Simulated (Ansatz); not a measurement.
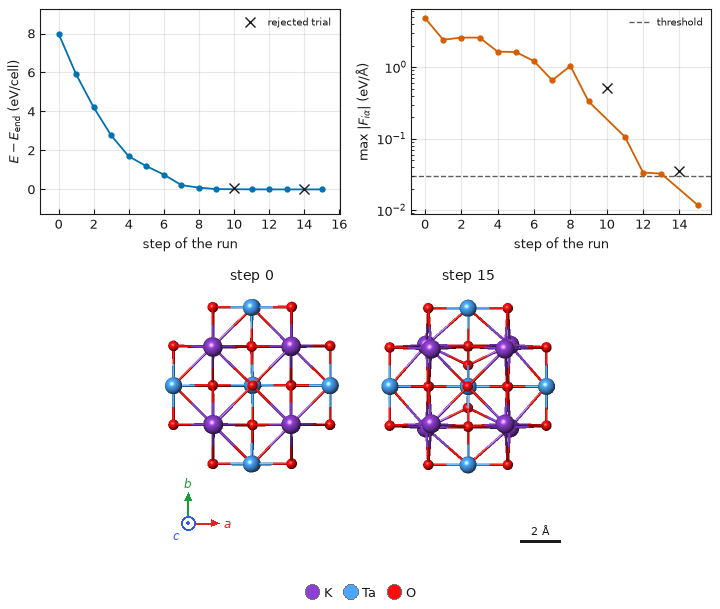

First and last geometry of a relaxation of a defect cell of composition K$_{8}$Ta$_{8}$O$_{25}$ (cell charge −2), with the history of the run. Style: ball-and-stick. Shown: the atoms within 5.0 Å of the atom that moves most (axes of the cell of the calculation (origin shifted)), along the c axis.

Computed with DFT, PBEsol, PAW, plane waves (Ansatz). Settings: plane-wave cutoff 420 eV; k-point mesh 1 × 1 × 1; mesh shifted by (0.25, 0.25, 0.25); no spin polarisation; atoms relaxed in a fixed cell; force threshold 0.03 eV/Å; at most 80 steps.

Q: Did the run converge, and what did it change?

A: It converged. Over 13 accepted moves (15 points after the start) the energy falls by 7.992 eV per cell of the calculation. Largest force component: 4.8 eV/Å at the start, 0.012 eV/Å at the end. The line search rejected the trial steps at points 10, 14 of the run. An O atom moves most: 1.05 Å along +b. Largest moves by element: O 1.05 Å, Ta 0.37 Å, K 0.23 Å. The cell doesn't change. Near-neighbour distances that change, for instance: K–O 2.778 → 3.834 Å, K–O 2.819 → 3.838 Å, O–Ta 2.801 → 1.948 Å, O–Ta 2.849 → 2.102 Å. New bonds form: O–Ta (2.80 → 1.95 Å), O–Ta (2.85 → 2.10 Å). Bonds break: K–O (2.78 → 3.83 Å), K–O (2.82 → 3.84 Å). Bond angles that change, for instance: Ta–O–Ta 178.3° → 115.1°, K–O–K 179.6° → 128.4°, O–Ta–O 89.8° → 138.8°. Cost: 50 s on 8 threads of Intel(R) Xeon(R) Platinum 8259CL CPU @ 2.50GHz, peak memory 1 GiB.

Limits of the set-up: the periodic images lie only 8.0 Å apart, so the values are limited by the cell's size; the cell is charged, on a uniform background, and energies carry no finite-size correction.
